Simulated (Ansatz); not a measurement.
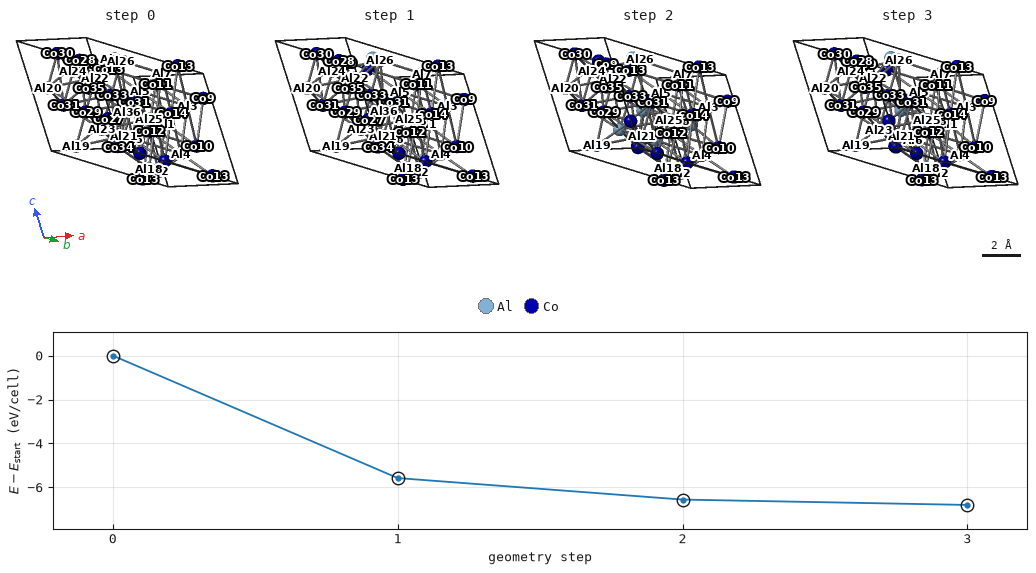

Frames of a relaxation of an interface cell of composition AlCo, marked on the history of the run. The picture is a ball-and-stick view of the cell of the calculation, reduced to other axes (origin shifted), seen from a free direction. Lengths and directions refer to the drawn axes.

Case: symmetric tilt boundary Sigma 9 (2 2 1), mirror between planes, shift [0, 0.5].

Theory: Ansatz 0.2.0, DFT PBE, scalar-relativistic, plane waves, PAW.

The input:
```yaml
crystal:
  lattice:
    - [4.0331990853, 0.0, 0.0]
    - [-2.0165995427, 6.049798628, 0.0]
    - [0.0, 0.0, 17.4114145386]
  atoms:
    - { symbol: Al, position: [0.2222222222, 0.4444444444, 0.0408395502] }
    - { symbol: Al, position: [0.4444444444, 0.8888888889, 0.0954378793] }
    - { symbol: Al, position: [0.6666666667, 0.3333333333, 0.1500362084] }
    - { symbol: Al, position: [0.8888888889, 0.7777777778, 0.2046345375] }
    - { symbol: Al, position: [0.1111111111, 0.2222222222, 0.2592328666] }
    - { symbol: Al, position: [0.3333333333, 0.6666666667, 0.3138311957] }
    - { symbol: Al, position: [0.5555555556, 0.1111111111, 0.3684295248] }
    - { symbol: Al, position: [0.7777777778, 0.5555555556, 0.4230278538] }
    - { symbol: Co, position: [0.6111111111, 0.2222222222, 0.0135403856] }
    - { symbol: Co, position: [0.8333333333, 0.6666666667, 0.0681387147] }
    - { symbol: Co, position: [0.0555555556, 0.1111111111, 0.1227370438] }
    - { symbol: Co, position: [0.2777777778, 0.5555555556, 0.1773353729] }
    - { symbol: Co, position: [0.5, 0.0, 0.231933702] }
    - { symbol: Co, position: [0.7222222222, 0.4444444444, 0.2865320311] }
    - { symbol: Co, position: [0.9444444444, 0.8888888889, 0.3411303602] }
    - { symbol: Co, position: [0.1666666667, 0.3333333333, 0.3957286893] }
    - { symbol: Co, position: [0.3888888889, 0.7777777778, 0.4503270184] }
    - { symbol: Al, position: [1.0, 0.0, 0.4776261829] }
    - { symbol: Al, position: [0.2222222222, 0.9444444444, 0.9505454117] }
    - { symbol: Al, position: [0.4444444444, 0.3888888889, 0.8959470826] }
    - { symbol: Al, position: [0.6666666667, 0.8333333333, 0.8413487535] }
    - { symbol: Al, position: [0.8888888889, 0.2777777778, 0.7867504244] }
    - { symbol: Al, position: [0.1111111111, 0.7222222222, 0.7321520953] }
    - { symbol: Al, position: [0.3333333333, 0.1666666667, 0.6775537662] }
    - { symbol: Al, position: [0.5555555556, 0.6111111111, 0.6229554371] }
    - { symbol: Al, position: [0.7777777778, 0.0555555556, 0.568357108] }
    - { symbol: Co, position: [0.6111111111, 0.7222222222, 0.9778445763] }
    - { symbol: Co, position: [0.8333333333, 0.1666666667, 0.9232462472] }
    - { symbol: Co, position: [0.0555555556, 0.6111111111, 0.8686479181] }
    - { symbol: Co, position: [0.2777777778, 0.0555555556, 0.814049589] }
    - { symbol: Co, position: [0.5, 0.5, 0.7594512599] }
    - { symbol: Co, position: [0.7222222222, 0.9444444444, 0.7048529308] }
    - { symbol: Co, position: [0.9444444444, 0.3888888889, 0.6502546017] }
    - { symbol: Co, position: [0.1666666667, 0.8333333333, 0.5956562726] }
    - { symbol: Co, position: [0.3888888889, 0.2777777778, 0.5410579435] }
    - { symbol: Al, position: [1.0, 0.5, 0.5137587789] }
basis:
  ecutwfc: 420
kpoints:
  mp_grid: { grid: [10, 10, 2] }
hamiltonian:
  xc: pbe
scf:
  occupations: { method: gaussian, width: 0.1 }
output:
  forces: true
  stress: true
  eigenvalues: true
  populations: true
  write_density: true
  write_potential: true
  elf: true
  volumetric_format: npy
relax:
  adjacent_minimum: "off"
  f_tol: 0.02
  max_steps: 60
  cell: { fix: [a, b, alpha, beta, gamma], stress_tol: 0.1 }
```

Launched with:
```bash
ansatz run input.yaml --threads 4 --pin off --max-ram 11264MiB --backend cpu --events-out ev --progress --plain --runs-dir out
```

**What happens along the run?**

The run was cut off at its time limit before the relaxation converged, so the last structure is only a point on the way. The largest moves relative to the cell, 0.31 Å, are those of Al18 and Al36. Al36 goes roughly along [−3 −1 1]. By element the largest moves are Al 0.31 Å, Co 0.26 Å. The volume changes by +2.5 %, with a unchanged at 4.033 Å, b 17.411 → 17.839 Å (+2.5 %), c unchanged at 6.377 Å. Among the contacts that change: Al18–Al26 1.904 → 2.463 Å, Co10–Co27 1.898 → 2.273 Å, Co16–Co35 2.745 → 2.982 Å, Al19–Co28 2.470 → 2.682 Å. Over 3 geometry steps the energy falls by 6.800 eV per cell of the calculation. The largest force component goes from 9.5 to 0.068 eV/Å. Pressure: 8.57 GPa at the start and 0.63 GPa at the end. From step 0 to 1: Al atoms move most (0.19 Å), volume +1.4 %, energy −5.576 eV per cell of the calculation. From step 1 to 2: Al atoms move most (0.21 Å), volume +2.5 %, energy −0.980 eV per cell of the calculation. From step 2 to 3: Co atoms move most (0.10 Å), volume −1.4 %, energy −0.244 eV per cell of the calculation.

| step | E − E(0), meV/atom | largest force component, eV/Å | pressure, GPa | volume, Å³/atom |
| --- | --- | --- | --- | --- |
| 0 | 0.00 | 9.4978 | 8.57 | 11.801 |
| 1 | -154.88 | 2.6824 | 2.99 | 11.963 |
| 2 | -182.11 | 0.3544 | -1.08 | 12.258 |
| 3 | -188.89 | 0.0684 | 0.63 | 12.091 |

Limits of the set-up: an element that often carries a moment was run without spin polarisation.
